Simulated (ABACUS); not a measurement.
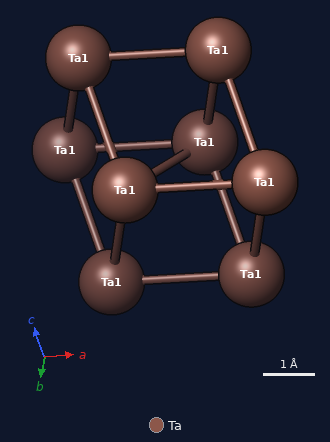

*The structure as given in the input (ball-and-stick view of the cell of the calculation, seen at an oblique angle; atoms are numbered from 1 in the order of the input).*

## Ta: band-structure run

- system: Ta (Im-3m, 1 atom in the cell)
- method: Kohn-Sham DFT of a periodic cell, TM, SG15 ONCV 1.2 PBE, no spin polarisation (ABACUS 3.10.1)

The structure derives from an entry of the Crystallography Open Database. It belongs to a series of runs on one base structure; here: bands on the converged density.

### Input
```
INPUT_PARAMETERS
suffix              Ta
calculation         nscf
basis_type          pw
pseudo_dir          ./
symmetry            -1
dft_functional      MGGA_X_TM+MGGA_C_TM
ecutwfc             69.0
pseudo_rcut         10
nspin               1
nbands              24
ks_solver           dav
smearing_method     fd
smearing_sigma      0.00367493
scf_thr             1e-08
scf_nmax            100
mixing_type         broyden
mixing_beta         0.7
mixing_tau          1
init_chg            file
pw_diag_thr         1e-07
out_band            1
kpar                4
```

### File STRU
```
ATOMIC_SPECIES
Ta 180.9479 Ta_ONCV_PBE-1.2.upf

LATTICE_CONSTANT
1.8897261246

LATTICE_VECTORS
-1.6512800000 1.6512800000 1.6512800000
1.6512800000 -1.6512800000 1.6512800000
1.6512800000 1.6512800000 -1.6512800000

ATOMIC_POSITIONS
Direct

Ta
0.0
1
0.0000000000 0.0000000000 0.0000000000 1 1 1
```

### File KPT
```
K_POINTS
8
Line
0.00000000 0.00000000 0.00000000 10 // G
0.50000000 -0.50000000 0.50000000 10 // H
0.00000000 0.00000000 0.50000000 10 // N
0.00000000 0.00000000 0.00000000 10 // G
0.25000000 0.25000000 0.25000000 10 // P
0.50000000 -0.50000000 0.50000000 1 // H
0.25000000 0.25000000 0.25000000 10 // P
0.00000000 0.00000000 0.50000000 1 // N
```

Launched with:
```bash
OMP_NUM_THREADS=1 mpirun -np 4 abacus > log
```

### The program's output
```
ABACUS v3.10.1

               Atomic-orbital Based Ab-initio Computation at UStc

 ------------------------------------------------------------------------------------

 READING GENERAL INFORMATION
                           global_out_dir = OUT.Ta/
                           global_in_card = INPUT
                               pseudo_dir = ./
                              orbital_dir =
                                    DSIZE = 4
                                    GSIZE = 1

 READING UNITCELL INFORMATION
                                    ntype = 1
                  lattice constant (Bohr) = 1.88973
              lattice constant (Angstrom) = 1

 READING ATOM TYPE 1
                               atom label = Ta
                      L=0, number of zeta = 1
                      L=1, number of zeta = 1
                      L=2, number of zeta = 1
             number of atom for this type = 1

                        TOTAL ATOM NUMBER = 1
DIRECT COORDINATES
    atom                   x                   y                   z     mag                  vx                  vy                  vz
taud_Ta1            0.0000000000        0.0000000000        0.0000000000  0.0000        0.0000000000        0.0000000000        0.0000000000

                          Volume (Bohr^3) = 121.54
                             Volume (A^3) = 18.0103

 Lattice vectors: (Cartesian coordinate: in unit of a_0)
             -1.65128            +1.65128            +1.65128
             +1.65128            -1.65128            +1.65128
             +1.65128            +1.65128            -1.65128
 Reciprocal vectors: (Cartesian coordinate: in unit of 2 pi/a_0)
                   +0           +0.302795           +0.302795
            +0.302795                  +0           +0.302795
            +0.302795           +0.302795                  +0
 The esolver type has been set to : ksdft_pw

                PAO radial cut off (Bohr) = 10

 Read in pseudopotential file is Ta_ONCV_PBE-1.2.upf
                     pseudopotential type = NC
          exchange-correlation functional = PBE
                 nonlocal core correction = 0
                        valence electrons = 27
                                     lmax = 3
                           number of zeta = 0
                     number of projectors = 8
                           L of projector = 0
                           L of projector = 0
                           L of projector = 1
                           L of projector = 1
                           L of projector = 2
                           L of projector = 2
                           L of projector = 3
                           L of projector = 3
 XC functional updated to : MGGA_X_TM+MGGA_C_TM
          exchange-correlation functional = MGGA_X_TM+MGGA_C_TM
     initial pseudo atomic orbital number = 0

 SETUP THE ELECTRONS NUMBER
            electron number of element Ta = 27
      total electron number of element Ta = 27
            AUTOSET number of electrons:  = 27
                           occupied bands = 14
                                   NBANDS = 24
                                   NLOCAL = 9

%%%%%%%%%%%%%%%%%%%%%%%%%%%%%%%%%%%%%%%%%%%%%%%%%%%%%%%%%%%%%%%%%%%%%%%%%%%%%%%%%%%%%%%%%%%%%%%%%%%%%%%%%%
 Warning: the number of valence electrons in pseudopotential > 5 for Ta: [Xe] 4f14 5d3 6s2
 Pseudopotentials with additional electrons can yield (more) accurate outcomes, but may be less efficient.
 If you're confident that your chosen pseudopotential is appropriate, you can safely ignore this warning.
%%%%%%%%%%%%%%%%%%%%%%%%%%%%%%%%%%%%%%%%%%%%%%%%%%%%%%%%%%%%%%%%%%%%%%%%%%%%%%%%%%%%%%%%%%%%%%%%%%%%%%%%%%

 SETUP THE PLANE WAVE BASIS
 energy cutoff for charge/potential (unit:Ry) = 276
            fft grid for charge/potential = [ 30, 30, 30 ]
                        fft grid division = [ 1, 1, 1 ]
        big fft grid for charge/potential = [ 30, 30, 30 ]
                                     nbxx = 27000
                                     nrxx = 27000

 SETUP PLANE WAVES FOR CHARGE/POTENTIAL
                    number of plane waves = 9453
                         number of sticks = 611

 PARALLEL PW FOR CHARGE/POTENTIAL
     PROC   COLUMNS(POT)             PW
        1            611           9453
 --------------- sum -------------------
        1            611           9453
                            number of |g| = 127
                                  max |g| = 24.9383
                                  min |g| = 0

----------- Double Check Mixing Parameters Begin ------------
mixing_type: broyden
mixing_beta: 0.7
mixing_gg0: 1
mixing_gg0_min: 0.1
mixing_ndim: 8
----------- Double Check Mixing Parameters End ------------

 SETUP K-POINTS
                                    nspin = 1
                                   nkstot = 62
K-POINTS DIRECT COORDINATES
 KPOINTS    DIRECT_X    DIRECT_Y    DIRECT_Z  WEIGHT
       1  0.00000000  0.00000000  0.00000000  1.0000
       2  0.05000000 -0.05000000  0.05000000  1.0000
       3  0.10000000 -0.10000000  0.10000000  1.0000
       4  0.15000000 -0.15000000  0.15000000  1.0000
       5  0.20000000 -0.20000000  0.20000000  1.0000
       6  0.25000000 -0.25000000  0.25000000  1.0000
       7  0.30000000 -0.30000000  0.30000000  1.0000
       8  0.35000000 -0.35000000  0.35000000  1.0000
       9  0.40000000 -0.40000000  0.40000000  1.0000
      10  0.45000000 -0.45000000  0.45000000  1.0000
      11  0.50000000 -0.50000000  0.50000000  1.0000
      12  0.45000000 -0.45000000  0.50000000  1.0000
      13  0.40000000 -0.40000000  0.50000000  1.0000
      14  0.35000000 -0.35000000  0.50000000  1.0000
      15  0.30000000 -0.30000000  0.50000000  1.0000
      16  0.25000000 -0.25000000  0.50000000  1.0000
      17  0.20000000 -0.20000000  0.50000000  1.0000
      18  0.15000000 -0.15000000  0.50000000  1.0000
      19  0.10000000 -0.10000000  0.50000000  1.0000
      20  0.05000000 -0.05000000  0.50000000  1.0000
      21  0.00000000  0.00000000  0.50000000  1.0000
      22  0.00000000  0.00000000  0.45000000  1.0000
      23  0.00000000  0.00000000  0.40000000  1.0000
      24  0.00000000  0.00000000  0.35000000  1.0000
      25  0.00000000  0.00000000  0.30000000  1.0000
      26  0.00000000  0.00000000  0.25000000  1.0000
      27  0.00000000  0.00000000  0.20000000  1.0000
      28  0.00000000  0.00000000  0.15000000  1.0000
      29  0.00000000  0.00000000  0.10000000  1.0000
      30  0.00000000  0.00000000  0.05000000  1.0000
[... 32 further k points ...]

           k-point number in this process = 16
       minimum distributed K point number = 15

[... K-POINTS CARTESIAN COORDINATES: 16 rows ...]

[... K-POINTS DIRECT COORDINATES: 16 rows ...]

 SETUP PLANE WAVES FOR WAVE FUNCTIONS
     energy cutoff for wavefunc (unit:Ry) = 69
              fft grid for wave functions = [ 30, 30, 30 ]
                    number of plane waves = 1601
                         number of sticks = 181

 PARALLEL PW FOR WAVE FUNCTIONS
     PROC   COLUMNS(POT)             PW
        1            181           1601
 --------------- sum -------------------
        1            181           1601

 SETUP NONLOCAL PSEUDOPOTENTIALS IN PLANE WAVE BASIS
 Ta non-local projectors:
 projector 1 L=0
 projector 2 L=0
 projector 3 L=1
 projector 4 L=1
 projector 5 L=2
 projector 6 L=2
 projector 7 L=3
 projector 8 L=3
      TOTAL NUMBER OF NONLOCAL PROJECTORS = 32

 Init Non-Local PseudoPotential table :
 Init Non-Local-Pseudopotential done.

                                     npwx = 1205

 -------------------------------------------
 NONSELF-CONSISTENT
 -------------------------------------------
                                 init_chg = file
 try to read charge from file
 Read in the charge density: OUT.Ta//Ta-CHARGE-DENSITY.restart
 try to read kinetic energy density from file
 Read in the kinetic energy density: OUT.Ta//Ta-TAU-DENSITY.restart

 PW ALGORITHM --------------- ION=   1  ELEC=   1--------------------------------
 k(1/62) Iter steps (avg)=11 threshold=1e-07
 k(2/62) Iter steps (avg)=12 threshold=1e-07
 k(3/62) Iter steps (avg)=11 threshold=1e-07
 k(4/62) Iter steps (avg)=11 threshold=1e-07
 k(5/62) Iter steps (avg)=12 threshold=1e-07
 k(6/62) Iter steps (avg)=17 threshold=1e-07
 k(7/62) Iter steps (avg)=12 threshold=1e-07
 k(8/62) Iter steps (avg)=13 threshold=1e-07
 k(9/62) Iter steps (avg)=12 threshold=1e-07
 k(10/62) Iter steps (avg)=14 threshold=1e-07
 k(11/62) Iter steps (avg)=12 threshold=1e-07
 k(12/62) Iter steps (avg)=17 threshold=1e-07
 k(13/62) Iter steps (avg)=14 threshold=1e-07
 k(14/62) Iter steps (avg)=13 threshold=1e-07
 k(15/62) Iter steps (avg)=13 threshold=1e-07
 k(16/62) Iter steps (avg)=12 threshold=1e-07
[... levels at 16 k points of this process ...]

 Density error is 0.00000000000
                          Error Threshold = 1.00000000000e-07
----------------------------------------------------------
     Energy           Rydberg                 eV
----------------------------------------------------------
 E_KohnSham     -496.2194531364      -6751.4120210991
 E_KS(sigma->0) -496.2187634940      -6751.4026380333
 E_Harris       -496.2194531364      -6751.4120210991
 E_band         14.1283959504        192.2266885252
 E_one_elec     -128.7527537731      -1751.7710845050
 E_Hartree      97.7049000178        1329.3433627618
 E_xc           -40.0733959762       -545.2265234861
 E_Ewald        -425.0968241202      -5783.7390097382
 E_entropy(-TS) -0.0013792847        -0.0187661317
 E_descf        0.0000000000         0.0000000000
 E_exx          0.0000000000         0.0000000000
 E_Fermi        2.2301892380         30.3432812550
----------------------------------------------------------

 charge density convergence is achieved
 final etot is -6751.4120211 eV
 EFERMI = 30.343281255 eV

 STATE ENERGY(eV) AND OCCUPATIONS    NSPIN == 1
 1/16 kpoint (Cartesian) = 0.0000 0.0000 0.0000 (1205 pws)
       1       -37.3690      0.0322581
       2       -3.38487      0.0322581
       3       -3.38487      0.0322581
       4       -3.38487      0.0322581
       5        10.9040      0.0322581
       6        10.9040      0.0322581
       7        10.9040      0.0322581
       8        10.9528      0.0322581
       9        10.9528      0.0322581
      10        10.9528      0.0322581
      11        10.9829      0.0322581
      12        21.7459      0.0322581
      13        30.4134     0.00637292
      14        30.4134     0.00637292
      15        30.4134     0.00637292
      16        33.6488    6.27326e-31
      17        33.6488    6.27325e-31
      18        43.9948        0.00000
      19        43.9948        0.00000
      20        43.9948        0.00000
      21        55.1728        0.00000
      22        55.1728        0.00000
      23        57.7183        0.00000
      24        57.7183        0.00000

 2/16 kpoint (Cartesian) = 0.0000 0.030280 0.0000 (1185 pws)
       1       -37.3635      0.0322581
       2       -3.42703      0.0322581
       3       -3.40373      0.0322581
       4       -3.40373      0.0322581
       5        10.9052      0.0322581
       6        10.9061      0.0322581
       7        10.9061      0.0322581
       8        10.9507      0.0322581
       9        10.9521      0.0322581
      10        10.9521      0.0322581
      11        10.9799      0.0322581
      12        21.9663      0.0322581
      13        30.3783      0.0107019
      14        30.3783      0.0107019
      15        30.5190    0.000933051
      16        33.2641    1.37608e-27
      17        33.7780    4.72893e-32
      18        44.3799        0.00000
      19        44.3799        0.00000
      20        44.4217        0.00000
      21        52.6629        0.00000
      22        55.4659        0.00000
      23        57.5069        0.00000
      24        57.5069        0.00000

 3/16 kpoint (Cartesian) = 0.0000 0.060559 0.0000 (1189 pws)
       1       -37.3478      0.0322581
       2       -3.54194      0.0322581
       3       -3.45876      0.0322581
       4       -3.45876      0.0322581
       5        10.9089      0.0322581
       6        10.9119      0.0322581
       7        10.9119      0.0322581
       8        10.9450      0.0322581
       9        10.9501      0.0322581
      10        10.9501      0.0322581
      11        10.9713      0.0322581
      12        22.6004      0.0322581
      13        30.3157      0.0204712
      14        30.3157      0.0204712
      15        30.8324    1.81943e-06
      16        32.2994    3.29863e-19
      17        34.1320    3.98189e-35
      18        45.4761        0.00000
      19        45.4761        0.00000
      20        45.4863        0.00000
      21        49.2678        0.00000
      22        56.3670        0.00000
      23        56.7279        0.00000
      24        56.7279        0.00000

 4/16 kpoint (Cartesian) = 0.0000 0.090839 0.0000 (1164 pws)
       1       -37.3239      0.0322581
       2       -3.69997      0.0322581
       3       -3.54526      0.0322581
       4       -3.54526      0.0322581
       5        10.9148      0.0322581
       6        10.9205      0.0322581
       7        10.9205      0.0322581
       8        10.9370      0.0322581
       9        10.9471      0.0322581
      10        10.9471      0.0322581
      11        10.9583      0.0322581
      12        23.5689      0.0322581
      13        30.3219      0.0195272
      14        30.3219      0.0195271
      15        31.0805    1.27485e-08
      16        31.3433    6.64980e-11
      17        34.5831    4.81062e-39
      18        46.3406        0.00000
      19        46.8025        0.00000
      20        47.1106        0.00000
      21        47.1106        0.00000
      22        55.2283        0.00000
      23        55.2283        0.00000
      24        57.9192        0.00000

 5/16 kpoint (Cartesian) = 0.0000 0.12112 0.0000 (1184 pws)
       1       -37.2947      0.0322581
       2       -3.86514      0.0322581
       3       -3.65553      0.0322581
       4       -3.65553      0.0322581
       5        10.9229      0.0322581
       6        10.9286      0.0322581
       7        10.9300      0.0322581
       8        10.9300      0.0322581
       9        10.9425      0.0322581
      10        10.9437      0.0322581
      11        10.9437      0.0322581
      12        24.7364      0.0322581
      13        29.8318      0.0322569
      14        30.4936     0.00151983
      15        30.4936     0.00151983
      16        32.0324    6.86798e-17
      17        34.8546    2.10813e-41
      18        44.4117        0.00000
      19        48.1047        0.00000
      20        48.8207        0.00000
      21        48.8207        0.00000
      22        53.5138        0.00000
      23        53.5138        0.00000
      24        60.1325        0.00000

 6/16 kpoint (Cartesian) = 0.0000 0.15140 0.0000 (1180 pws)
       1       -37.2635      0.0322581
       2       -4.00686      0.0322581
       3       -3.77928      0.0322581
       4       -3.77928      0.0322581
       5        10.9216      0.0322581
       6        10.9256      0.0322581
       7        10.9327      0.0322581
       8        10.9346      0.0322581
       9        10.9346      0.0322581
      10        10.9449      0.0322581
      11        10.9449      0.0322581
      12        25.8843      0.0322581
      13        28.6754      0.0322581
      14        30.9005    4.66286e-07
      15        30.9005    4.66280e-07
      16        32.8692    3.70596e-24
      17        34.6919    5.45397e-40
      18        43.9351        0.00000
      19        48.7268        0.00000
      20        48.7268        0.00000
      21        49.2804        0.00000
      22        53.6925        0.00000
      23        53.6925        0.00000
      24        59.3541        0.00000

[... levels at 10 further k points ...]

 --------------------------------------------
 !FINAL_ETOT_IS -6751.412021099098 eV
 --------------------------------------------

 Output bands in file: OUT.Ta/BANDS_1.dat
```

### Standard output
```
ABACUS v3.10.1

               Atomic-orbital Based Ab-initio Computation at UStc

 dft_functional readin is: MGGA_X_TM+MGGA_C_TM
 dft_functional in pseudopot file is: PBE
 Please make sure this is what you need

%%%%%%%%%%%%%%%%%%%%%%%%%%%%%%%%%%%%%%%%%%%%%%%%%%%%%%%%%%%%%%%%%%%%%%%%%%%%%%%%%%%%%%%%%%%%%%%%%%%%%%%%%
 Warning: the number of valence electrons in pseudopotential > 5 for Ta: [Xe] 4f14 5d3 6s2
 Pseudopotentials with additional electrons can yield (more) accurate outcomes, but may be less efficient.
 If you're confident that your chosen pseudopotential is appropriate, you can safely ignore this warning.
%%%%%%%%%%%%%%%%%%%%%%%%%%%%%%%%%%%%%%%%%%%%%%%%%%%%%%%%%%%%%%%%%%%%%%%%%%%%%%%%%%%%%%%%%%%%%%%%%%%%%%%%%

 UNIFORM GRID DIM        : 30 * 30 * 30
 UNIFORM GRID DIM(BIG)   : 30 * 30 * 30
func,idMGGA_X_TM 540
func,idMGGA_C_TM 251
 ---------------------------------------------------------
 ---------------------------------------------------------
 SPIN    KPOINTS         PROCESSORS  THREADS
 1       62              4           4
 ---------------------------------------------------------
 Use plane wave basis
 ---------------------------------------------------------
 ELEMENT NATOM       XC
 Ta      1
 ---------------------------------------------------------
 Initial plane wave basis and FFT box
 ---------------------------------------------------------
 -------------------------------------------
 NONSELF-CONSISTENT :
 -------------------------------------------
 START CHARGE      : file
 ITER       ETOT/eV          EDIFF/eV         DRHO         DKIN     TIME/s
 DA1     -6.75141202e+03   0.00000000e+00   0.0000e+00   0.0000e+00  11.49
```

### Summary

```json
{"quantity": "outcome", "value": "converged"}
{"quantity": "space group (tolerance 0.01 Å)", "value": "Im-3m (229)"}
{"quantity": "electrons treated", "value": "27"}
{"quantity": "Fermi energy of the self-consistent step", "value": "29.474 eV"}
{"quantity": "hardware", "value": "4 threads of Intel Xeon (Sapphire Rapids), 16 GiB of memory available, shared host"}
{"quantity": "wall time", "value": "12 s (CPU time 47 s)"}
{"quantity": "peak memory", "value": "0.36 GiB"}
```

Spin–orbit coupling is left out, which matters for Ta.
